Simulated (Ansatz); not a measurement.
**Run report: PtSe, single-point calculation (part 2 of 3)**

The same run, continued: PtSe (Fm-3m, 4 atoms in the cell); DFT LDA+U, scalar-relativistic, plane waves, PAW, Ueff = 2 eV on Pt atom 1 d; Ueff = 2 eV on Pt atom 3 d, spin-polarised (Ansatz 0.2.0); cutoff 420 eV, 6×6×6 k-mesh, Gaussian smearing of 0.05 eV, collinear spins. The structure was built on a prototype by a generator; it need not be a known phase. It belongs to a series of runs on one base structure; here: random orbitals: random, high filling.

Geometry of the input (Å; fractional positions):
```
0.0000  2.7984  2.7984
5.5968  2.7984  2.7984
5.5968  5.5968  0.0000
Pt 0.5000  0.5000  -0.0000
Se 0.0000  0.0000  0.0000
Pt 0.5000  0.5000  0.5000
Se -0.0000  0.0000  0.5000
```

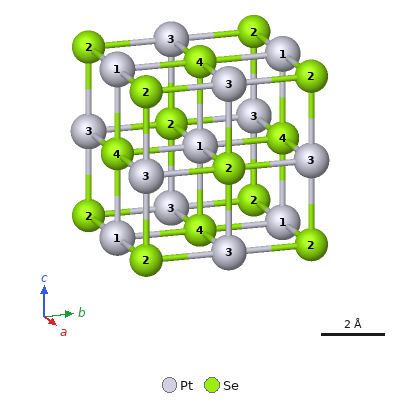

*The input geometry (ball-and-stick view of the cell 2 times as large as that of the calculation, set on its symmetry axes, seen slightly off an axis; atoms are numbered from 1 in the order of the input). An atom can appear more than once, as a periodic image.*

## What the program printed, continued
```
SCF iter   1: F=—  HF=-35251.034711 eV  |F-HF|=—  |Δ(HF+E_count)|=         —  Δρ=5.86e-2 (↑5.85e-2 ↓5.86e-2)  dr2=2.69e0  dr2_m=2.06e0  M=-0.005 μB ∫|m|=1.778 μB  β_m=0.30  ethr=3.10e-3  ⟨swp⟩=5.1  Hψ=33300  notcnv=0  defer=34
preconditioner: auto → Kerker (q_TF=auto, 2.615 Å⁻¹)  [metal: Δε(μ)=0.003 eV  Ē_g=9.672 eV  σ=0.050 eV  W_gap=0.03  n_scr=28 (ndim 8)  ℏωp=22.4 eV  f_vac=0.004  D(μ)=3.80/eV (n_scr^D=36)]
spin=Collinear: Kerker preconditioning applied to the charge; magnetization (m = ρ↑ − ρ↓) channel mixes plain (no charge-response kernel on spin).
SCF iter   2: F=—  HF=-35250.819977 eV  |F-HF|=—  |Δ(HF+E_count)|=   2.15e-1  Δρ=4.29e-2 (↑4.23e-2 ↓4.29e-2)  dr2=6.51e-1  dr2_m=1.22e0  M=-0.041 μB ∫|m|=1.472 μB  β_m=0.30  ethr=3.10e-3  ⟨swp⟩=2.0  Hψ=12753  notcnv=0  defer=549
SCF iter   3: F=—  HF=-35250.809532 eV  |F-HF|=—  |Δ(HF+E_count)|=   1.04e-2  Δρ=3.11e-2 (↑3.11e-2 ↓3.01e-2)  dr2=6.66e-2  dr2_m=7.20e-1  M=0.022 μB ∫|m|=1.265 μB  β_m=0.30  ethr=9.58e-4  ⟨swp⟩=2.0  Hψ=12465  notcnv=0  defer=930
SCF iter   4: F=—  HF=-35250.877364 eV  |F-HF|=—  |Δ(HF+E_count)|=   6.78e-2  Δρ=2.22e-2 (↑2.18e-2 ↓2.22e-2)  dr2=1.88e-2  dr2_m=3.80e-1  M=-0.002 μB ∫|m|=1.225 μB  β_m=0.30  ethr=9.80e-5  ⟨swp⟩=2.0  Hψ=12719  notcnv=0  defer=972
SCF iter   5: F=—  HF=-35250.915388 eV  |F-HF|=—  |Δ(HF+E_count)|=   3.80e-2  Δρ=1.62e-2 (↑1.54e-2 ↓1.62e-2)  dr2=2.05e-3  dr2_m=2.01e-1  M=-0.011 μB ∫|m|=1.199 μB  β_m=0.30  ethr=2.76e-5  ⟨swp⟩=2.0  Hψ=13662  notcnv=0  defer=972
SCF iter   6: F=—  HF=-35250.936932 eV  |F-HF|=—  |Δ(HF+E_count)|=   2.15e-2  Δρ=1.19e-2 (↑1.19e-2 ↓1.15e-2)  dr2=1.41e-3  dr2_m=1.10e-1  M=0.001 μB ∫|m|=1.168 μB  β_m=0.30  ethr=3.02e-6  ⟨swp⟩=2.1  Hψ=15088  notcnv=0  defer=972
SCF iter   7: F=—  HF=-35250.948896 eV  |F-HF|=—  |Δ(HF+E_count)|=   1.20e-2  Δρ=8.63e-3 (↑8.63e-3 ↓8.43e-3)  dr2=3.09e-4  dr2_m=5.84e-2  M=-0.004 μB ∫|m|=1.154 μB  β_m=0.30  ethr=2.07e-6  ⟨swp⟩=2.0  Hψ=11729  notcnv=0  defer=972
Mixer restart at iter 7: flushing history
spin-set hold released at iteration 7 (site moments contracting): the magnetisation degrees of freedom join the quasi-Newton model from the next iteration; the mixer history was flushed
SCF iter   8: F=—  HF=-35250.955463 eV  |F-HF|=—  |Δ(HF+E_count)|=   6.57e-3  Δρ=6.34e-3 (↑6.34e-3 ↓6.25e-3)  dr2=2.01e-4  dr2_m=3.18e-2  M=-0.007 μB ∫|m|=1.138 μB  β_m=0.65  ethr=4.54e-7  ⟨swp⟩=2.0  Hψ=13161  notcnv=0  defer=972
SCF iter   9: F=—  HF=-35250.963524 eV  |F-HF|=—  |Δ(HF+E_count)|=   8.06e-3  Δρ=2.50e-4 (↑2.50e-4 ↓1.95e-4)  dr2=5.87e-5  dr2_m=2.87e-5  M=-0.010 μB ∫|m|=1.099 μB  β_m=0.68  ethr=2.96e-7  ⟨swp⟩=2.7  Hψ=17201  notcnv=0  defer=972
SCF iter  10: F=—  HF=-35250.963639 eV  |F-HF|=—  |Δ(HF+E_count)|=   1.15e-4  Δρ=1.10e-4 (↑7.53e-5 ↓1.10e-4)  dr2=1.15e-5  dr2_m=4.92e-6  M=-0.011 μB ∫|m|=1.098 μB  β_m=0.78  ethr=8.63e-8  ⟨swp⟩=2.0  Hψ=13169  notcnv=0  defer=972
SCF iter  11: F=—  HF=-35250.963640 eV  |F-HF|=—  |Δ(HF+E_count)|=   9.95e-7  Δρ=6.26e-5 (↑6.26e-5 ↓2.82e-5)  dr2=9.37e-6  dr2_m=9.75e-7  M=-0.010 μB ∫|m|=1.098 μB  β_m=0.74  ethr=1.70e-8  ⟨swp⟩=2.0  Hψ=13851  notcnv=0  defer=972
SCF iter  12: F=—  HF=-35250.963639 eV  |F-HF|=—  |Δ(HF+E_count)|=   7.58e-7  Δρ=1.07e-5 (↑1.07e-5 ↓1.03e-5)  dr2=6.71e-7  dr2_m=1.96e-8  M=-0.011 μB ∫|m|=1.098 μB  β_m=0.80  ethr=1.38e-8  ⟨swp⟩=1.3  Hψ=9017  notcnv=0  defer=972
SCF iter  13: F=—  HF=-35250.963639 eV  |F-HF|=—  |Δ(HF+E_count)|=   7.27e-8  Δρ=3.60e-6 (↑3.56e-6 ↓3.60e-6)  dr2=1.31e-7  dr2_m=5.14e-10  M=-0.011 μB ∫|m|=1.098 μB  β_m=0.80  ethr=9.87e-10  ⟨swp⟩=1.8  Hψ=13509  notcnv=0  defer=972
Mixer restart at iter 13: flushing history
SCF iter  14: F=—  HF=-35250.963970 eV  |F-HF|=—  |Δ(HF+E_count)|=         —  Δρ=7.45e-6 (↑7.45e-6 ↓5.92e-6)  dr2=2.43e-7  dr2_m=3.69e-9  M=-0.011 μB ∫|m|=1.098 μB  β_m=0.80  ethr=1.93e-10  ⟨swp⟩=2.0  Hψ=11763  notcnv=0  defer=972
SCF iter  15: F=—  HF=-35253.145312 eV  |F-HF|=—  |Δ(HF+E_count)|=    2.18e0  Δρ=1.40e-2 (↑1.36e-2 ↓1.40e-2)  dr2=2.66e-1  dr2_m=8.92e-2  M=-0.040 μB ∫|m|=0.623 μB  β_m=0.05  ethr=1.93e-10  ⟨swp⟩=5.6  Hψ=27208  notcnv=0  defer=972
SCF iter  16: F=—  HF=-35253.168303 eV  |F-HF|=—  |Δ(HF+E_count)|=   2.30e-2  Δρ=1.34e-2 (↑1.30e-2 ↓1.34e-2)  dr2=2.35e-1  dr2_m=8.37e-2  M=-0.041 μB ∫|m|=0.614 μB  β_m=0.08  ethr=1.93e-10  ⟨swp⟩=4.0  Hψ=29722  notcnv=0  defer=969
SCF iter  17: F=—  HF=-35253.170011 eV  |F-HF|=—  |Δ(HF+E_count)|=   1.71e-3  Δρ=1.13e-2 (↑1.10e-2 ↓1.13e-2)  dr2=1.62e-1  dr2_m=6.05e-2  M=-0.037 μB ∫|m|=0.604 μB  β_m=0.09  ethr=1.93e-10  ⟨swp⟩=5.0  Hψ=29864  notcnv=0  defer=969
SCF iter  18: F=—  HF=-35253.186335 eV  |F-HF|=—  |Δ(HF+E_count)|=   1.63e-2  Δρ=9.05e-3 (↑9.05e-3 ↓8.99e-3)  dr2=4.72e-2  dr2_m=4.47e-2  M=-0.031 μB ∫|m|=0.605 μB  β_m=0.23  ethr=1.93e-10  ⟨swp⟩=5.1  Hψ=37358  notcnv=0  defer=969
SCF iter  19: F=—  HF=-35253.329656 eV  |F-HF|=—  |Δ(HF+E_count)|=   1.43e-1  Δρ=8.98e-3 (↑8.98e-3 ↓8.59e-3)  dr2=8.58e-2  dr2_m=4.23e-2  M=-0.036 μB ∫|m|=0.517 μB  β_m=0.55  ethr=1.93e-10  ⟨swp⟩=5.6  Hψ=38755  notcnv=0  defer=969
SCF iter  20: F=—  HF=-35253.459993 eV  |F-HF|=—  |Δ(HF+E_count)|=   1.30e-1  Δρ=3.33e-3 (↑3.33e-3 ↓2.29e-3)  dr2=6.81e-3  dr2_m=5.32e-3  M=-0.023 μB ∫|m|=0.257 μB  β_m=0.89  ethr=1.93e-10  ⟨swp⟩=5.4  Hψ=38547  notcnv=0  defer=1018
SCF iter  21: F=—  HF=-35253.470832 eV  |F-HF|=—  |Δ(HF+E_count)|=   1.08e-2  Δρ=1.80e-3 (↑8.12e-4 ↓1.80e-3)  dr2=3.89e-3  dr2_m=1.10e-3  M=-0.014 μB ∫|m|=0.100 μB  β_m=0.94  ethr=1.93e-10  ⟨swp⟩=4.9  Hψ=33907  notcnv=0  defer=1020
SCF iter  22: F=—  HF=-35253.471979 eV  |F-HF|=—  |Δ(HF+E_count)|=   1.15e-3  Δρ=1.40e-3 (↑1.40e-3 ↓2.57e-4)  dr2=4.18e-3  dr2_m=4.13e-4  M=-0.007 μB ∫|m|=0.060 μB  β_m=0.92  ethr=1.93e-10  ⟨swp⟩=4.2  Hψ=29750  notcnv=0  defer=1020
SCF iter  23: F=—  HF=-35253.472108 eV  |F-HF|=—  |Δ(HF+E_count)|=   1.29e-4  Δρ=5.46e-4 (↑5.46e-4 ↓2.85e-4)  dr2=2.78e-4  dr2_m=1.26e-4  M=-0.004 μB ∫|m|=0.034 μB  β_m=0.92  ethr=1.93e-10  ⟨swp⟩=4.1  Hψ=29421  notcnv=0  defer=1020
SCF iter  24: F=—  HF=-35253.472230 eV  |F-HF|=—  |Δ(HF+E_count)|=   1.21e-4  Δρ=1.50e-4 (↑1.50e-4 ↓7.79e-5)  dr2=2.00e-5  dr2_m=8.09e-6  M=-0.001 μB ∫|m|=0.008 μB  β_m=0.96  ethr=1.93e-10  ⟨swp⟩=3.4  Hψ=24605  notcnv=0  defer=1020
SCF iter  25: F=—  HF=-35253.472241 eV  |F-HF|=—  |Δ(HF+E_count)|=   1.18e-5  Δρ=3.57e-5 (↑1.56e-5 ↓3.57e-5)  dr2=2.90e-6  dr2_m=2.61e-7  M=-0.000 μB ∫|m|=0.001 μB  β_m=0.90  ethr=1.93e-10  ⟨swp⟩=3.1  Hψ=22336  notcnv=0  defer=1020
SCF iter  26: F=—  HF=-35253.472241 eV  |F-HF|=—  |Δ(HF+E_count)|=   2.89e-7  Δρ=1.26e-5 (↑1.26e-5 ↓8.32e-6)  dr2=2.10e-7  dr2_m=5.03e-8  M=-0.000 μB ∫|m|=0.001 μB  β_m=0.85  ethr=1.93e-10  ⟨swp⟩=3.2  Hψ=19379  notcnv=0  defer=1020
iter 27 did not close the SCF: its close was put off for a magnetic moment that had not settled (scf_convergence_deferred on its scf_iter line)
SCF iter  27: F=-35253.472241 eV  HF=-35253.472241 eV  |F-HF|=1.41e-9  |Δ(HF+E_count)|=   1.68e-8  Δρ=5.26e-6 (↑5.26e-6 ↓4.27e-6)  dr2=1.82e-8  dr2_m=1.52e-8  M=-0.000 μB ∫|m|=0.000 μB  β_m=0.93  ethr=1.47e-10  ⟨swp⟩=9.9  Hψ=64763  notcnv=0
iter 28 did not close the SCF: its close was put off for a magnetic moment that had not settled (scf_convergence_deferred on its scf_iter line)
SCF iter  28: F=-35253.472241 eV  HF=-35253.472241 eV  |F-HF|=1.96e-9  |Δ(HF+E_count)|=   2.45e-8  Δρ=1.77e-6 (↑1.77e-6 ↓1.69e-6)  dr2=2.26e-9  dr2_m=2.02e-9  M=-0.000 μB ∫|m|=0.000 μB  β_m=0.95  ethr=2.67e-11  ⟨swp⟩=4.2  Hψ=48966  notcnv=0
iter 29 did not close the SCF: its close was put off for a magnetic moment that had not settled (scf_convergence_deferred on its scf_iter line)
SCF iter  29: F=-35253.472241 eV  HF=-35253.472241 eV  |F-HF|=2.69e-10  |Δ(HF+E_count)|=   2.20e-9  Δρ=5.37e-7 (↑5.37e-7 ↓4.98e-7)  dr2=3.45e-10  dr2_m=1.65e-10  M=-0.000 μB ∫|m|=0.000 μB  β_m=0.97  ethr=3.32e-12  ⟨swp⟩=4.0  Hψ=48403  notcnv=0
SCF iter  30: F=-35253.472241 eV  HF=-35253.472241 eV  |F-HF|=2.18e-11  |Δ(HF+E_count)|=  1.60e-10  Δρ=1.47e-7 (↑1.25e-7 ↓1.47e-7)  dr2=1.44e-11  dr2_m=1.14e-11  M=-0.000 μB ∫|m|=0.000 μB  ethr=1.00e-12  ⟨swp⟩=3.5  Hψ=41519  notcnv=0
WARN: the starting moments were not kept: the SCF closed with an absolute magnetisation of 9.2e-6 μB, where they sum to 4 μB in size (2 sites). That is at most 0.1 of that sum. Measured as dr2_m measures the in/out step, that magnetisation stands 9.9e-12 eV from none, at or under the dr2_threshold of 1.0e-7 eV: it is no larger than a step whose dr2_m would equal this threshold. The system may hold no moment; this SCF shows only that its start led to no more than that. To try another start: raise the starting moments (crystal.atoms[].spin, magnetization.per_species, magnetization.initial_magnetization, or on a non-collinear deck that types none of these the spinor_matrix: blocks that start its atoms; where the total moment is fixed, keep their sum and leave initial_magnetization as it is; typed ones take the place of any that the run laid by itself, positive ones on a crystal's lanthanoids without a Hubbard term where scf.initial_density.shell_occupations: [] is typed) or, if the notice of its spin-set hold's release reads "site moments contracting" or "site moments show no strong build", lengthen the hold (scf.mixing.spin_hold: { on: { confirm: 4 } }; for m-r²SCAN on two components see the key's manual first). Each may lead to a state that holds a moment. A second SCF, from the converged charge density, with the starting moments and any scf.initial_density.shell_occupations laid on it anew, would have followed, and was not run: the deck does not ask for one (magnetization.retry_lost_moments is false, the default). To let it run, set magnetization.retry_lost_moments: true and run the deck again, where that key's refused combinations let it; where memory then withholds it, that run's warning says so.
WARN: hamiltonian.hubbard: on 2 of 4 specified blocks the occupation matrix of this SCF's result fails the test of the specified filling. At site 0 ↓ (sites count from 0 in the list of atoms of the cell that this SCF solves) the least filled combination of the orbitals specified full has occupation 0.834, and the fullest combination of the orbitals specified empty has occupation 0.941; the filling counts as kept where the first is at least 0.75 and exceeds the second by more than 0.25. The same holds at site 2 ↑. The state of this SCF's result may not hold the specified filling, though these bounds can also misjudge a state that does. This warning does not say which state is lower in energy, or whether the specified filling is a self-consistent state at all; see hamiltonian.hubbard.sites[].starting_ns, Limitations, and scf.initial_density.shell_occupations in the input reference
SCF 1 converged in 30 iterations: F = -35253.472241 eV  dr2 = 1.44e-11
  greatest PAW one-centre occupation: 1.000 electrons in one spin orbital (limit 2), on the Se atom at site 1 (counted from 0), in its partial waves of l = 2
SCF converged after 30 iterations
Magnetization: -0.0000 μB (34.0000 up, 34.0000 down)
Absolute magnetization: 0.0000 μB (∫|ρ↑−ρ↓|, with the PAW one-centre terms)
Spin contamination: 0.0000 ħ² per cell (⟨S²⟩ above its minimum at these occupations)
Per-site moments (μB) at R_I (Å): [(-7.54223558643634e-7, 1.154344591125), (1.1473358464151146e-6, 1.154344591125), (-1.0083058087403742e-6, 1.154344591125), (-2.147855287534946e-6, 1.154344591125)]
Free energy (F): -35253.472241 eV
Harris-Foulkes:  -35253.472241 eV  (|F-HF|=2.18e-11)
Internal energy: -35253.466624 eV  (E = F + TS)
E sigma→0 (E₀):  -35253.469432 eV
Entropy (-TS):   -0.005617 eV (-1.404 meV/atom)
Fermi energy:    11.399724 eV
--- Per-component energies (eV) ---
  E_band       = -1324.120765
  E_kinetic    = 1503.360902
  E_local      = -8542.926256  (includes V_loc(G=0)·N_el)
  E_nonlocal   = -754.300234
  E_hartree    = 3724.339597
  E_xc         = -719.118582
  E_vxc        = -791.055862  (∫ρ·V_xc dr)
  E_hubbard    = 1.532168  (on-site DFT+U / exact-exchange correction)
  E_vhub       = -15.045270  (the Hubbard potential's part of the band-sum identity)
  E_paw        = -22015.080835  (= ΣΔE_a)
  E_vpaw       = -172.832555  (= ΣTr[D̂ρ^β])
  E_aug_tail   = -0.000814  (compensation charges beyond the density's cutoff)
  E_ewald      = -8456.635034
  E_core_change = 5.362463  (= ΣΔE_core)
  E_smearing   = -0.005617  (= −TS)
  E_closure    = -0.000000  (closes the sum)
  Σ components = -35253.472241   (vs F -35253.472241, Δ=0.00e0)
--- Specified on-site occupations, and those of the state reported ---
  electrons in the specified blocks: 15.6000 specified, 18.1096 found
  site 0 (l=d) ↓: largest change of an orbital's occupation 0.9269; electrons 2.9500 specified, 4.5274 found; spectral distance 1.0884
  site 2 (l=d) ↑: largest change of an orbital's occupation 0.9209; electrons 2.9500 specified, 4.5274 found; spectral distance 1.0884
  site 0 (l=d) ↑: largest change of an orbital's occupation 0.1839; electrons 4.8500 specified, 4.5274 found; spectral distance 0.2563
  site 2 (l=d) ↓: largest change of an orbital's occupation 0.1839; electrons 4.8500 specified, 4.5274 found; spectral distance 0.2563
--- Forces (eV/Å), atoms counted from 1 ---
  atom   1  Pt     0.00000000     0.00000000     0.00000000
  atom   2  Se     0.00000000     0.00000000     0.00000000
  atom   3  Pt     0.00000000     0.00000000     0.00000000
  atom   4  Se     0.00000000     0.00000000     0.00000000
  max |Σ_I F_I| component: 0.00e0 eV/Å
```
